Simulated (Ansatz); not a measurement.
# Two runs on MoS$_{2}$

System: MoS$_{2}$ (P6₃/mmc, 6 atoms in the cell).
Method of run A: independent-particle optics of r2SCAN bands, plane waves, PAW, no spin polarisation (Ansatz 0.2.0).

The structure derives from an entry of the Crystallography Open Database. The geometry comes from this level: r2scan-rvv10. Text and figures count atoms from 1; the logs count them from 0 in places.

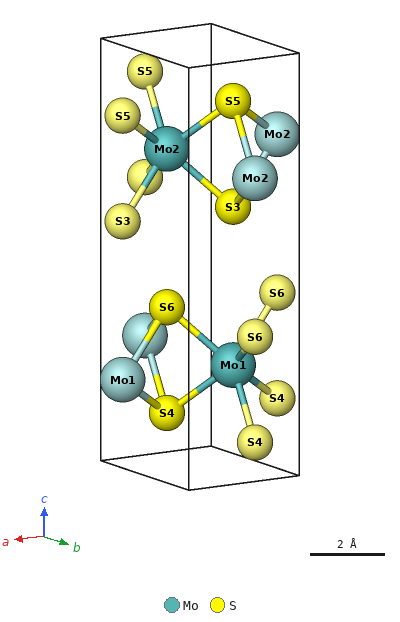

Fig. 1: The input geometry (ball-and-stick view of the cell of the calculation, seen at an oblique angle; neighbours outside the cell are drawn fainter; atoms are numbered from 1 in the order of the input). Near neighbours in the crystal (not all of them lie inside the picture): Mo has 6 S at 2.40 Å; S has 3 Mo at 2.40 Å.

Input, run A:
```yaml
crystal:
  lattice:
    - [3.1730194941, 0.0, 0.0]
    - [-1.586509747, 2.7479154886, 0.0]
    - [0.0, 0.0, 12.4359056939]
  atoms:
    - { symbol: Mo, position: [0.3333333333, 0.6666666667, 0.25] }
    - { symbol: Mo, position: [0.6666666667, 0.3333333333, 0.75] }
    - { symbol: S, position: [0.3333333333, 0.6666666667, 0.6249005388] }
    - { symbol: S, position: [0.6666666667, 0.3333333333, 0.1249005388] }
    - { symbol: S, position: [0.3333333333, 0.6666666667, 0.8750994612] }
    - { symbol: S, position: [0.6666666667, 0.3333333333, 0.3750994612] }
kpoints:
  mp_grid: { grid: [12, 12, 2] }
hamiltonian:
  xc: r2scan
scf:
  occupations: { method: fixed }
output:
  optics: { e_range: [0, 12], de: 0.05, sigma: 0.1, bands: auto }
```

Command:
```bash
ansatz run input.yaml --threads 4 --pin off --max-ram 5529MiB --backend cpu --events-out ev --progress --plain --runs-dir out
```

Hardware: 4 threads of Arm Neoverse V1, 24 GiB of memory available, shared host.

Output, shortened to warnings, some set-up lines, iterations and results (run A):
```
Basis set: ecut = 500 eV, 2763 PW (Γ), exchange–correlation on 96×96×384 points (64 copies of the dense FFT grid, shifted against one another)
Symmetry: 24 space group operations
k-points: 38 of 288
Initial density: superposition of atomic densities (neutral atoms: chi_scale 0, normalization atom), corrected by the library's trained network
[...]
SCF iter   1: F=—  HF=-13564.213403 eV  |F-HF|=—  |Δ(HF+E_count)|=         —  Δρ=1.03e-2  dr2=1.45e-1  dr2_τ=1.03e-1  ethr=1.77e-3  ⟨swp⟩=5.5  Hψ=4799  notcnv=0  defer=111
SCF iter   2: F=—  HF=-13564.293865 eV  |F-HF|=—  |Δ(HF+E_count)|=   8.05e-2  Δρ=5.14e-3  dr2=1.14e-2  dr2_τ=4.98e-3  ethr=2.78e-4  ⟨swp⟩=2.3  Hψ=2215  notcnv=0  defer=145
SCF iter   3: F=—  HF=-13564.298595 eV  |F-HF|=—  |Δ(HF+E_count)|=   4.73e-3  Δρ=2.91e-3  dr2=4.69e-3  dr2_τ=3.45e-4  ethr=2.19e-5  ⟨swp⟩=2.1  Hψ=1722  notcnv=0  defer=150
SCF iter   4: F=—  HF=-13564.301443 eV  |F-HF|=—  |Δ(HF+E_count)|=   2.85e-3  Δρ=2.82e-4  dr2=1.04e-4  dr2_τ=9.00e-6  ethr=9.01e-6  ⟨swp⟩=3.5  Hψ=2162  notcnv=0  defer=150
SCF iter   5: F=—  HF=-13564.301466 eV  |F-HF|=—  |Δ(HF+E_count)|=   2.27e-5  Δρ=9.40e-5  dr2=2.48e-5  dr2_τ=1.37e-6  ethr=2.00e-7  ⟨swp⟩=2.9  Hψ=2127  notcnv=0  defer=148
SCF iter   6: F=—  HF=-13564.301468 eV  |F-HF|=—  |Δ(HF+E_count)|=   2.28e-6  Δρ=2.07e-5  dr2=7.12e-7  dr2_τ=5.04e-8  ethr=4.77e-8  ⟨swp⟩=2.0  Hψ=1639  notcnv=0  defer=60
SCF iter   7: F=—  HF=-13564.301471 eV  |F-HF|=—  |Δ(HF+E_count)|=   3.22e-6  Δρ=4.34e-6  dr2=2.05e-8  dr2_τ=7.03e-10  ethr=1.37e-9  ⟨swp⟩=2.0  Hψ=1813  notcnv=0  defer=59
SCF iter   8: F=—  HF=-13564.301471 eV  |F-HF|=—  |Δ(HF+E_count)|=   1.68e-8  Δρ=1.20e-6  dr2=1.88e-9  dr2_τ=1.11e-10  ethr=3.94e-11  ⟨swp⟩=2.0  Hψ=1838  notcnv=0  defer=59
SCF iter   9: F=—  HF=-13564.301471 eV  |F-HF|=—  |Δ(HF+E_count)|=   1.40e-9  Δρ=1.41e-7  dr2=2.58e-11  dr2_τ=2.30e-12  ethr=3.61e-12  ⟨swp⟩=2.0  Hψ=1843  notcnv=0  defer=59
SCF iter  10: F=-13564.301471 eV  HF=-13564.301471 eV  |F-HF|=1.82e-12  |Δ(HF+E_count)|=  2.55e-11  Δρ=3.50e-8  dr2=1.98e-12  dr2_τ=9.29e-14  ethr=1.00e-12  ⟨swp⟩=8.9  …
SCF 1 converged in 10 iterations: F = -13564.301471 eV  dr2 = 1.98e-12
NSCF: frozen V_eff on 38 k-points
Optics k sum: 0 of 38 k-points
Optics k sum: 2 of 38 k-points
Optics k sum: 4 of 38 k-points
Optics k sum: 6 of 38 k-points
Optics k sum: 8 of 38 k-points
Optics k sum: 10 of 38 k-points
Optics k sum: 12 of 38 k-points
Optics k sum: 14 of 38 k-points
Optics k sum: 16 of 38 k-points
Optics k sum: 18 of 38 k-points
Optics k sum: 19 of 38 k-points
Optics k sum: 21 of 38 k-points
Optics k sum: 23 of 38 k-points
Optics k sum: 25 of 38 k-points
Optics k sum: 27 of 38 k-points
Optics k sum: 29 of 38 k-points
Optics k sum: 31 of 38 k-points
Optics k sum: 33 of 38 k-points
Optics k sum: 35 of 38 k-points
Optics k sum: 37 of 38 k-points
Optics k sum: 38 of 38 k-points
Optics k sum: 0 of 38 k-points
Optics k sum: 2 of 38 k-points
Optics k sum: 4 of 38 k-points
Optics k sum: 6 of 38 k-points
Optics k sum: 8 of 38 k-points
Optics k sum: 10 of 38 k-points
Optics k sum: 12 of 38 k-points
Optics k sum: 14 of 38 k-points
Optics k sum: 16 of 38 k-points
Optics k sum: 18 of 38 k-points
Optics k sum: 19 of 38 k-points
Optics k sum: 21 of 38 k-points
Optics k sum: 23 of 38 k-points
Optics k sum: 25 of 38 k-points
Optics k sum: 27 of 38 k-points
Optics k sum: 29 of 38 k-points
Optics k sum: 31 of 38 k-points
Optics k sum: 33 of 38 k-points
Optics k sum: 35 of 38 k-points
Optics k sum: 37 of 38 k-points
Optics k sum: 38 of 38 k-points
[...]
```

For run B the input was changed thus:
```diff
-  xc: r2scan
+  xc: pbe
```

How does run B compare with run A?

The total energies belong to different methods, so their difference says nothing on which is more stable or more accurate. The gap on the mesh goes from 1.04 to 0.94 eV. The functional changes from r2SCAN to PBE. The number of SCF iterations is the same. The default cutoff goes from 500 to 420 eV with the change. The plane waves at Γ go from 2763 to 2105.

Output, shortened to warnings, some set-up lines, iterations and results (run B):
```
Basis set: ecut = 420 eV, 2105 PW (Γ)
Symmetry: 24 space group operations
k-points: 38 of 288
Initial density: superposition of atomic densities (neutral atoms: chi_scale 0, normalization atom), corrected by the library's trained network
[...]
SCF iter   1: F=—  HF=-13525.545013 eV  |F-HF|=—  |Δ(HF+E_count)|=         —  Δρ=5.43e-3  dr2=7.02e-3  ethr=1.77e-3  ⟨swp⟩=5.0  Hψ=4417  notcnv=0  defer=119
SCF iter   2: F=—  HF=-13525.554375 eV  |F-HF|=—  |Δ(HF+E_count)|=   9.36e-3  Δρ=3.11e-3  dr2=2.32e-3  ethr=1.35e-5  ⟨swp⟩=2.0  Hψ=2297  notcnv=0  defer=150
SCF iter   3: F=—  HF=-13525.559148 eV  |F-HF|=—  |Δ(HF+E_count)|=   4.77e-3  Δρ=2.10e-4  dr2=4.78e-5  ethr=4.45e-6  ⟨swp⟩=2.0  Hψ=1844  notcnv=0  defer=150
SCF iter   4: F=—  HF=-13525.559157 eV  |F-HF|=—  |Δ(HF+E_count)|=   9.16e-6  Δρ=9.53e-5  dr2=1.45e-5  ethr=9.18e-8  ⟨swp⟩=2.3  Hψ=1844  notcnv=0  defer=65
SCF iter   5: F=—  HF=-13525.559164 eV  |F-HF|=—  |Δ(HF+E_count)|=   7.04e-6  Δρ=4.41e-5  dr2=1.59e-6  ethr=2.78e-8  ⟨swp⟩=2.0  Hψ=1593  notcnv=0  defer=59
SCF iter   6: F=—  HF=-13525.559164 eV  |F-HF|=—  |Δ(HF+E_count)|=   3.24e-7  Δρ=1.10e-5  dr2=1.26e-7  ethr=3.05e-9  ⟨swp⟩=2.0  Hψ=1692  notcnv=0  defer=58
SCF iter   7: F=—  HF=-13525.559165 eV  |F-HF|=—  |Δ(HF+E_count)|=   1.54e-7  Δρ=2.81e-6  dr2=1.77e-8  ethr=2.42e-10  ⟨swp⟩=2.0  Hψ=1818  notcnv=0  defer=58
SCF iter   8: F=—  HF=-13525.559165 eV  |F-HF|=—  |Δ(HF+E_count)|=   5.06e-9  Δρ=6.70e-7  dr2=1.33e-9  ethr=3.41e-11  ⟨swp⟩=2.0  Hψ=1673  notcnv=0  defer=58
SCF iter   9: F=—  HF=-13525.559165 eV  |F-HF|=—  |Δ(HF+E_count)|=  4.73e-11  Δρ=8.22e-8  dr2=1.64e-11  ethr=2.55e-12  ⟨swp⟩=2.0  Hψ=1688  notcnv=0  defer=58
SCF iter  10: F=-13525.559165 eV  HF=-13525.559165 eV  |F-HF|=1.82e-12  |Δ(HF+E_count)|=  7.28e-12  Δρ=2.14e-8  dr2=1.44e-12  ethr=1.00e-12  ⟨swp⟩=8.2  Hψ=3995  notcnv=0
SCF 1 converged in 10 iterations: F = -13525.559165 eV  dr2 = 1.44e-12
NSCF: frozen V_eff on 38 k-points
Optics k sum: 0 of 38 k-points
Optics k sum: 2 of 38 k-points
Optics k sum: 4 of 38 k-points
Optics k sum: 6 of 38 k-points
Optics k sum: 8 of 38 k-points
Optics k sum: 10 of 38 k-points
Optics k sum: 12 of 38 k-points
Optics k sum: 14 of 38 k-points
Optics k sum: 16 of 38 k-points
Optics k sum: 18 of 38 k-points
Optics k sum: 19 of 38 k-points
Optics k sum: 21 of 38 k-points
Optics k sum: 23 of 38 k-points
Optics k sum: 25 of 38 k-points
Optics k sum: 27 of 38 k-points
Optics k sum: 29 of 38 k-points
Optics k sum: 31 of 38 k-points
Optics k sum: 33 of 38 k-points
Optics k sum: 35 of 38 k-points
Optics k sum: 37 of 38 k-points
Optics k sum: 38 of 38 k-points
Optics k sum: 0 of 38 k-points
Optics k sum: 2 of 38 k-points
Optics k sum: 4 of 38 k-points
Optics k sum: 6 of 38 k-points
Optics k sum: 8 of 38 k-points
Optics k sum: 10 of 38 k-points
Optics k sum: 12 of 38 k-points
Optics k sum: 14 of 38 k-points
Optics k sum: 16 of 38 k-points
Optics k sum: 18 of 38 k-points
Optics k sum: 19 of 38 k-points
Optics k sum: 21 of 38 k-points
Optics k sum: 23 of 38 k-points
Optics k sum: 25 of 38 k-points
Optics k sum: 27 of 38 k-points
Optics k sum: 29 of 38 k-points
Optics k sum: 31 of 38 k-points
Optics k sum: 33 of 38 k-points
Optics k sum: 35 of 38 k-points
Optics k sum: 37 of 38 k-points
Optics k sum: 38 of 38 k-points
[...]
```

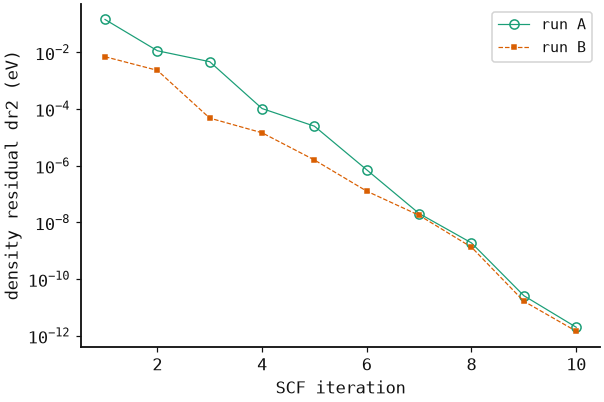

Fig. 2: Convergence of the two runs: density residual dr2 against the SCF iteration. Run A takes 10 iterations in all, and run B takes 10.

The two runs side by side:

```csv
quantity,run A,run B
outcome,converged,converged
free energy per atom (eV),−2260.7169,−2254.2599
gap on the mesh (eV),1.04,0.94
SCF iterations,10,10
irreducible k-points,38,38
plane waves at Γ,2763,2105
wall time (shared host),1.8 min,83 s
```
